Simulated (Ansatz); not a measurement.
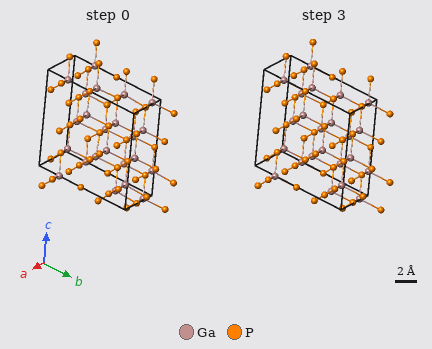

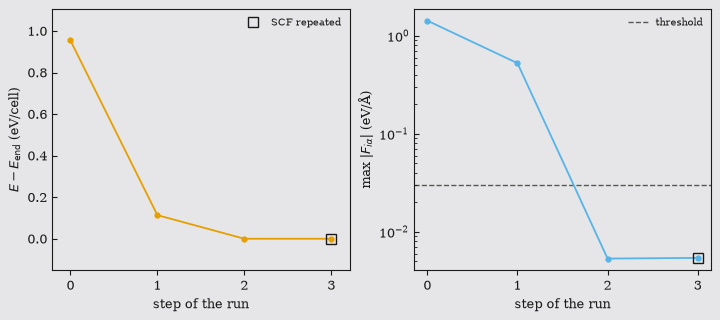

First and last geometry of a relaxation of a crystal of GaP (set up in P1), with the history of the run. Style: ball-and-stick. Shown: the cell of the calculation (origin shifted), slightly off an axis.

Computed with DFT PBEsol, scalar-relativistic, plane waves, PAW in Ansatz.

Input file:
```yaml
crystal:
  lattice:
    - [5.4384489087, 5.4384489087, 5.4384489087]
    - [-5.4384489087, 5.4384489087, -5.4384489087]
    - [-5.4384489087, -5.4384489087, 5.4384489087]
  atoms:
    - { symbol: Ga, position: [0.4956737153, 0.2499886582, 0.2466685752] }
    - { symbol: Ga, position: [0.500829497, -0.0043562837, 0.497795906] }
    - { symbol: Ga, position: [0.7464426825, 0.0023683613, 0.2472553749] }
    - { symbol: Ga, position: [0.4993379461, 0.7517248699, 0.7567958259] }
    - { symbol: Ga, position: [0.7450471377, 0.7526989002, 0.496640966] }
    - { symbol: Ga, position: [0.0058650066, 0.7552823252, 0.2501884894] }
    - { symbol: Ga, position: [0.5045420015, 0.4977280336, -0.0041062732] }
    - { symbol: Ga, position: [0.7555687046, 0.5106465629, 0.7503382662] }
    - { symbol: Ga, position: [-0.0007424682, 0.4953914818, 0.501913619] }
    - { symbol: Ga, position: [0.2426678479, 0.5055272174, 0.2458091616] }
    - { symbol: Ga, position: [0.7408074159, 0.2436622223, -0.0053281657] }
    - { symbol: Ga, position: [0.0045511249, 0.2545813219, 0.7562787362] }
    - { symbol: Ga, position: [0.2506699088, 0.2502095117, 0.5003580168] }
    - { symbol: Ga, position: [0.0012685523, -0.0031153366, 0.005163844] }
    - { symbol: Ga, position: [0.2602876518, 0.0010320975, 0.7543674493] }
    - { symbol: Ga, position: [0.2516589937, 0.7492583384, -0.0011177757] }
    - { symbol: P, position: [0.2409481689, -0.006827279, -0.0075409027] }
    - { symbol: P, position: [0.2562907918, 0.7525856271, 0.2520286096] }
    - { symbol: P, position: [0.4974598383, 0.7506767371, -0.0026285836] }
    - { symbol: P, position: [0.2443263592, 0.4971192212, 0.4965434046] }
    - { symbol: P, position: [0.5049563481, 0.5212781177, 0.2563432821] }
    - { symbol: P, position: [0.7507997136, 0.5080724665, 0.0067877895] }
    - { symbol: P, position: [0.2399759256, 0.2498870559, 0.7537540455] }
    - { symbol: P, position: [0.5007261403, 0.2487563945, 0.4985147112] }
    - { symbol: P, position: [0.7414797405, 0.2469738468, 0.2457975505] }
    - { symbol: P, position: [0.0025893487, 0.2485462294, -0.006717119] }
    - { symbol: P, position: [0.4959850209, -0.0008101052, 0.7397637013] }
    - { symbol: P, position: [0.746283983, -0.0004615683, 0.499454127] }
    - { symbol: P, position: [0.0045340426, 0.0023204927, 0.2526506244] }
    - { symbol: P, position: [0.7522967494, 0.7509617674, 0.7620082317] }
    - { symbol: P, position: [0.0065714711, 0.7552019638, 0.5079260785] }
    - { symbol: P, position: [-0.0023694305, 0.5044880544, 0.751938493] }
basis:
  ecutwfc: 420
  xc_grid: 2
kpoints:
  mp_grid: { grid: [2, 2, 2], shift: [0.5, 0.5, 0.5] }
hamiltonian:
  xc: pbesol
scf:
  occupations: { method: gaussian, width: 0.02 }
output:
  forces: true
  stress: false
  eigenvalues: true
relax:
  adjacent_minimum: "off"
  f_tol: 0.03
  max_steps: 25
```

Command:
```bash
ansatz run input.yaml --threads 8 --pin off --max-ram 14336MiB --backend cpu --events-out ev --progress --plain --runs-dir out
```

What do the curves and the structures tell?

It converged. The energy falls by 0.955 eV per cell of the calculation in 2 accepted moves (3 points after the start). Largest force component: 1.4 eV/Å at the start, 0.0054 eV/Å at the end. 1 step only repeated the SCF at the same geometry. The atom that moves furthest is P21 (0.16 Å along [−1 −3 −1]). By element the largest moves are P 0.16 Å, Ga 0.10 Å. The lattice vectors keep their values. Near-neighbour distances that change, for instance: Ga1–P21 2.497 → 2.355 Å, Ga5–P30 2.483 → 2.355 Å, Ga12–P23 2.241 → 2.355 Å, Ga11–P26 2.455 → 2.355 Å. Among the angles between lasting bonds that change: P22–Ga7–P23 116.1° → 109.5°, P17–Ga15–P27 115.9° → 109.4°, Ga1–P21–Ga7 103.5° → 109.5°. The space group (tolerance 0.01 Å) goes from P1 (No. 1) to F-43m (No. 216).
